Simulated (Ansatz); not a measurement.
**WSe2: a changed input and its effect**

System: WSe2 (slab, 6 atoms in the cell).
Method of run A: DFT PBE+D3(BJ), scalar-relativistic, plane waves, PAW, PAW set soft_1, no spin polarisation (Ansatz 0.2.0).

The structure derives from an entry of the Crystallography Open Database. Text and figures count atoms from 1; the logs count them from 0 in places.

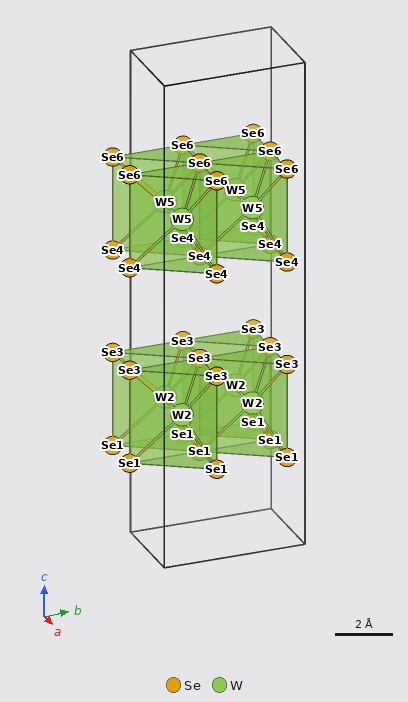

Figure 1. The structure (polyhedral view of the 2 × 2 repeat of the cell, with the vacuum cut short, seen slightly off an axis; polyhedra are completed across the faces of the cell; atoms are numbered from 1 in the order of the input).

**Input, run A**
```yaml
crystal:
  lattice:
    - [3.2854929596, 0.0, 0.0]
    - [-1.6427464798, 2.8453203669, 0.0]
    - [0.0, 0.0, 24.2386467078]
  atoms:
    - { symbol: Se, position: [0.3333333333, 0.6666666667, 0.1856539292] }
    - { symbol: W, position: [0.6666666667, 0.3333333333, 0.2551570536] }
    - { symbol: Se, position: [0.3333333333, 0.6666666667, 0.324660178] }
    - { symbol: Se, position: [0.3333333333, 0.6666666667, 0.4777215285] }
    - { symbol: W, position: [0.6666666667, 0.3333333333, 0.5472246529] }
    - { symbol: Se, position: [0.3333333333, 0.6666666667, 0.6167277773] }
basis:
  ecutwfc: 420
kpoints:
  mp_grid: { grid: [9, 9, 1] }
hamiltonian:
  xc: pbe
  pseudopotentials: { kind: paw, azcp: { folder: soft_1 } }
  dispersion: d3bj
scf:
  occupations: { method: gaussian, width: 0.05 }
output:
  forces: true
  eigenvalues: true
efield:
  axis: 3
  dipole_correction: true
  ramp_width: 0.04
```

Command:
```bash
ansatz run input.yaml --threads 1 --pin off --max-ram 3072MiB --backend cpu --events-out ev --progress --plain --runs-dir out
```

Hardware: 1 thread of AMD EPYC (Zen 3), 32 GiB of memory available, shared host.

**Output, shortened to warnings, some set-up lines, iterations and results (run A)**
```
Basis set: ecut = 420 eV, 4497 PW (Γ), exchange–correlation on 48×48×360 points (8 copies of the dense FFT grid, shifted against one another)
Symmetry: 6 space group operations
k-points: 12 of 81 (time reversal used)
Initial density: superposition of atomic densities (neutral atoms: chi_scale 0, normalization atom)
[...]
SCF iter   1: F=—  HF=-42654.369646 eV  |F-HF|=—  |Δ(HF+E_count)|=         —  Δρ=2.50e-2  dr2=2.17e0  ethr=2.32e-3  p=0.000 e·Å  D=9.91e-7 V/Å  ΔV_dip=-0.00 eV  …
SCF iter   2: F=—  HF=-42653.906455 eV  |F-HF|=—  |Δ(HF+E_count)|=   4.63e-1  Δρ=1.36e-2  dr2=5.05e-1  ethr=2.32e-3  p=-0.000 e·Å  D=-3.42e-5 V/Å  ΔV_dip=0.00 eV  …
SCF iter   3: F=—  HF=-42653.780630 eV  |F-HF|=—  |Δ(HF+E_count)|=   1.26e-1  Δρ=2.24e-3  dr2=2.76e-2  ethr=5.48e-4  p=0.000 e·Å  D=6.86e-5 V/Å  ΔV_dip=-0.00 eV  …
SCF iter   4: F=—  HF=-42653.780314 eV  |F-HF|=—  |Δ(HF+E_count)|=   3.17e-4  Δρ=1.66e-3  dr2=1.49e-2  ethr=3.00e-5  p=-0.000 e·Å  D=-9.18e-5 V/Å  ΔV_dip=0.00 eV  …
SCF iter   5: F=—  HF=-42653.779272 eV  |F-HF|=—  |Δ(HF+E_count)|=   1.04e-3  Δρ=4.20e-4  dr2=8.15e-4  ethr=1.62e-5  p=0.000 e·Å  D=4.90e-5 V/Å  ΔV_dip=-0.00 eV  …
SCF iter   6: F=—  HF=-42653.779536 eV  |F-HF|=—  |Δ(HF+E_count)|=   2.64e-4  Δρ=2.12e-4  dr2=2.12e-4  ethr=8.85e-7  p=-0.000 e·Å  D=-4.52e-5 V/Å  ΔV_dip=0.00 eV  …
SCF iter   7: F=—  HF=-42653.779673 eV  |F-HF|=—  |Δ(HF+E_count)|=   1.37e-4  Δρ=1.12e-4  dr2=2.68e-4  ethr=2.30e-7  p=0.000 e·Å  D=9.80e-5 V/Å  ΔV_dip=-0.00 eV  …
SCF iter   8: F=—  HF=-42653.779658 eV  |F-HF|=—  |Δ(HF+E_count)|=   1.53e-5  Δρ=4.47e-5  dr2=4.02e-6  ethr=2.30e-7  p=0.000 e·Å  D=1.24e-6 V/Å  ΔV_dip=-0.00 eV  …
SCF iter   9: F=—  HF=-42653.779582 eV  |F-HF|=—  |Δ(HF+E_count)|=   7.56e-5  Δρ=9.97e-6  dr2=5.86e-7  ethr=4.37e-9  p=0.000 e·Å  D=7.82e-6 V/Å  ΔV_dip=-0.00 eV  …
SCF iter  10: F=-42653.779583 eV  HF=-42653.779583 eV  |F-HF|=2.94e-8  |Δ(HF+E_count)|=   2.38e-7  Δρ=3.09e-6  dr2=6.34e-8  ethr=1.09e-10  p=-0.000 e·Å  D=-1.30e-5 V/Å  …
SCF 1 converged in 10 iterations: F = -42653.779583 eV  dr2 = 6.34e-8
SCF converged after 10 iterations
Free energy (F): -42653.779583 eV
Harris-Foulkes:  -42653.779583 eV  (|F-HF|=2.94e-8)
Internal energy: -42653.779583 eV  (E = F + TS)
E sigma→0 (E₀):  -42653.779583 eV
Fermi energy:    5.041849 eV
Dipole field:    D = 0.000170 V/Å  (p = 0.000212 e·Å, saw-weighted, corrected)
Work function:   Φ+ = 4.2651 eV   Φ− = 4.2692 eV
Levels:          The Fermi level and band energies are counted from a zero that moves with the ramp; work functions are not
--- Per-component energies (eV) ---
  E_band       = -2455.262146
  E_kinetic    = 1288.730708
  E_local      = -81192.097656  (includes V_loc(G=0)·N_el)
  E_nonlocal   = -1467.642093
  E_hartree    = 40408.730328
  E_xc         = -877.251042
  E_vxc        = -826.304781  (∫ρ·V_xc dr)
  E_paw        = -25675.021592  (= ΣΔE_a)
  E_vpaw       = -1075.393453  (= ΣTr[D̂ρ^β])
  E_aug_tail   = -0.001223  (compensation charges beyond the density's cutoff)
  E_efield     = 0.000000  (sawtooth field / dipole correction)
  E_vefield    = 0.000000  (∫n·V_field dr)
  E_ewald      = 24863.057865
  E_disp       = -2.284879  (pairwise vdW)
  E_smearing   = -0.000000  (= −TS)
  E_closure    = 0.000000  (closes the sum)
  Σ components = -42653.779583   (vs F -42653.779583, Δ=0.00e0)
--- Forces (eV/Å), atoms counted from 1 ---
  atom   1  Se     0.00000000    -0.00000000     0.00677921
  atom   2  W     -0.00000000     0.00000000     0.01704359
  atom   3  Se    -0.00000000    -0.00000000     0.00016409
  atom   4  Se     0.00000000    -0.00000000    -0.00014127
  atom   5  W      0.00000000     0.00000000    -0.01714342
  atom   6  Se     0.00000000    -0.00000000    -0.00678036
  max |Σ_I F_I| component: 7.82e-5 eV/Å
```

The input of run B differs as follows (lines with − go, lines with + come):
```diff
-  ecutwfc: 420
+  ecutwfc: "400 eV"
-  xc: pbe
+  xc: lda
```

How does run B compare with run A?

The total energies belong to different methods, so their difference says nothing on which is more stable or more accurate. The gap on the mesh goes from 1.54 to 1.50 eV. The largest force goes from 0.017 to 0.718 eV/Å. The functional changes from PBE to LDA. The SCF takes 11 iterations against 10. The plane waves at Γ go from 4497 to 4183.

**Output, shortened to warnings, some set-up lines, iterations and results (run B)**
```
Warning: basis.ecutwfc = 400 eV is below the records' recommended 420 eV, and the density's cutoff is lower with it unless basis.ecutrho_ratio is high enough to keep the records' density cutoff: compare with a run at a higher cutoff
Warning: [file] the record states the generating functional pbe (its physics header spells it `PBE`), which answers neither for hamiltonian.xc's functional nor for the lda family's — results may be inconsistent (PPs are generated against a specific XC)
Warning: [file] the record states the generating functional pbe (its physics header spells it `PBE`), which answers neither for hamiltonian.xc's functional nor for the lda family's — results may be inconsistent (PPs are generated against a specific XC)
Warning: the engine holds no damping parameters fitted to this dispersion correction and functional, so the run takes those fitted to pbe (hamiltonian.dispersion, under Limitations)
Basis set: ecut = 400 eV, 4183 PW (Γ)
Symmetry: 6 space group operations
k-points: 12 of 81 (time reversal used)
Initial density: superposition of atomic densities (neutral atoms: chi_scale 0, normalization atom)
[...]
SCF iter   1: F=—  HF=-41800.851577 eV  |F-HF|=—  |Δ(HF+E_count)|=         —  Δρ=2.45e-2  dr2=2.35e0  ethr=2.51e-3  p=-0.000 e·Å  D=-2.04e-5 V/Å  ΔV_dip=0.00 eV  …
SCF iter   2: F=—  HF=-41800.265644 eV  |F-HF|=—  |Δ(HF+E_count)|=   5.86e-1  Δρ=1.32e-2  dr2=4.84e-1  ethr=2.51e-3  p=-0.000 e·Å  D=-1.70e-7 V/Å  ΔV_dip=0.00 eV  …
SCF iter   3: F=—  HF=-41800.112528 eV  |F-HF|=—  |Δ(HF+E_count)|=   1.53e-1  Δρ=3.77e-3  dr2=1.13e-1  ethr=5.26e-4  p=-0.000 e·Å  D=-7.95e-5 V/Å  ΔV_dip=0.00 eV  …
SCF iter   4: F=—  HF=-41800.097666 eV  |F-HF|=—  |Δ(HF+E_count)|=   1.49e-2  Δρ=1.68e-3  dr2=1.30e-2  ethr=1.23e-4  p=0.000 e·Å  D=1.56e-5 V/Å  ΔV_dip=-0.00 eV  …
SCF iter   5: F=—  HF=-41800.096377 eV  |F-HF|=—  |Δ(HF+E_count)|=   1.29e-3  Δρ=4.61e-4  dr2=1.08e-3  ethr=1.41e-5  p=-0.000 e·Å  D=-4.09e-5 V/Å  ΔV_dip=0.00 eV  …
SCF iter   6: F=—  HF=-41800.096552 eV  |F-HF|=—  |Δ(HF+E_count)|=   1.76e-4  Δρ=2.58e-4  dr2=1.04e-3  ethr=1.18e-6  p=0.000 e·Å  D=2.12e-5 V/Å  ΔV_dip=-0.00 eV  …
SCF iter   7: F=—  HF=-41800.096537 eV  |F-HF|=—  |Δ(HF+E_count)|=   1.59e-5  Δρ=1.09e-4  dr2=1.04e-4  ethr=1.13e-6  p=-0.000 e·Å  D=-2.54e-5 V/Å  ΔV_dip=0.00 eV  …
SCF iter   8: F=—  HF=-41800.096538 eV  |F-HF|=—  |Δ(HF+E_count)|=   1.88e-6  Δρ=4.35e-5  dr2=8.48e-6  ethr=1.13e-7  p=-0.000 e·Å  D=-1.25e-5 V/Å  ΔV_dip=0.00 eV  …
SCF iter   9: F=—  HF=-41800.096454 eV  |F-HF|=—  |Δ(HF+E_count)|=   8.42e-5  Δρ=9.75e-6  dr2=8.26e-7  ethr=9.21e-9  p=-0.000 e·Å  D=-1.83e-5 V/Å  ΔV_dip=0.00 eV  …
SCF iter  10: F=—  HF=-41800.096454 eV  |F-HF|=—  |Δ(HF+E_count)|=   2.66e-7  Δρ=3.24e-6  dr2=1.01e-7  ethr=8.98e-10  p=0.000 e·Å  D=6.34e-6 V/Å  ΔV_dip=-0.00 eV  …
SCF iter  11: F=-41800.096454 eV  HF=-41800.096455 eV  |F-HF|=7.57e-8  |Δ(HF+E_count)|=   2.65e-8  Δρ=2.26e-6  dr2=6.47e-8  ethr=1.09e-10  p=-0.000 e·Å  D=-2.76e-5 V/Å  …
SCF 1 converged in 11 iterations: F = -41800.096454 eV  dr2 = 6.47e-8
SCF converged after 11 iterations
Free energy (F): -41800.096454 eV
Harris-Foulkes:  -41800.096455 eV  (|F-HF|=7.57e-8)
Internal energy: -41800.096454 eV  (E = F + TS)
E sigma→0 (E₀):  -41800.096454 eV
Fermi energy:    4.705908 eV
Dipole field:    D = 0.000206 V/Å  (p = 0.000258 e·Å, saw-weighted, corrected)
Work function:   Φ+ = 4.5691 eV   Φ− = 4.5741 eV
Levels:          The Fermi level and band energies are counted from a zero that moves with the ramp; work functions are not
--- Per-component energies (eV) ---
  E_band       = -2486.929960
  E_kinetic    = 1290.629343
  E_local      = -81235.490712  (includes V_loc(G=0)·N_el)
  E_nonlocal   = -1439.735059
  E_hartree    = 40417.795723
  E_xc         = -871.433198
  E_vxc        = -826.226780  (∫ρ·V_xc dr)
  E_paw        = -24832.070638  (= ΣΔE_a)
  E_vpaw       = -1111.678529  (= ΣTr[D̂ρ^β])
  E_aug_tail   = -0.000839  (compensation charges beyond the density's cutoff)
  E_efield     = 0.000000  (sawtooth field / dipole correction)
  E_vefield    = 0.000000  (∫n·V_field dr)
  E_ewald      = 24863.057865
  E_disp       = -2.284879  (pairwise vdW)
  E_core_change = 9.435938  (= ΣΔE_core)
  E_smearing   = -0.000000  (= −TS)
  E_closure    = -0.000000  (closes the sum)
  Σ components = -41800.096454   (vs F -41800.096454, Δ=0.00e0)
--- Forces (eV/Å), atoms counted from 1 ---
  atom   1  Se     0.00000000    -0.00000000     0.71774160
  atom   2  W      0.00000000     0.00000000     0.02249762
  atom   3  Se    -0.00000000    -0.00000000    -0.59432566
  atom   4  Se     0.00000000    -0.00000000     0.59424452
  atom   5  W     -0.00000000     0.00000000    -0.02268654
  atom   6  Se    -0.00000000    -0.00000000    -0.71829052
  max |Σ_I F_I| component: 8.19e-4 eV/Å
```

**The two runs side by side**

| quantity | run A | run B |
| --- | --- | --- |
| outcome | converged | converged |
| free energy per atom (eV) | −7108.9633 | −6966.6827 |
| gap on the mesh (eV) | 1.54 | 1.50 |
| work function (eV) | 4.27 | – |
| largest force (eV/Å) | 0.017 | 0.718 |
| SCF iterations | 10 | 11 |
| irreducible k-points | 12 | 12 |
| plane waves at Γ | 4497 | 4183 |
| wall time (shared host) | 18 s | 17 s |

For both runs: Spin–orbit coupling is left out, which matters for W. For run B: These settings are looser than, or depart from, a standard set-up, so the numbers are not reference values for this system. Warnings: the cutoff is below the recommended one; the PAW datasets were made with another functional; the dispersion correction has no parameters fitted for this combination and takes those fitted for PBE.
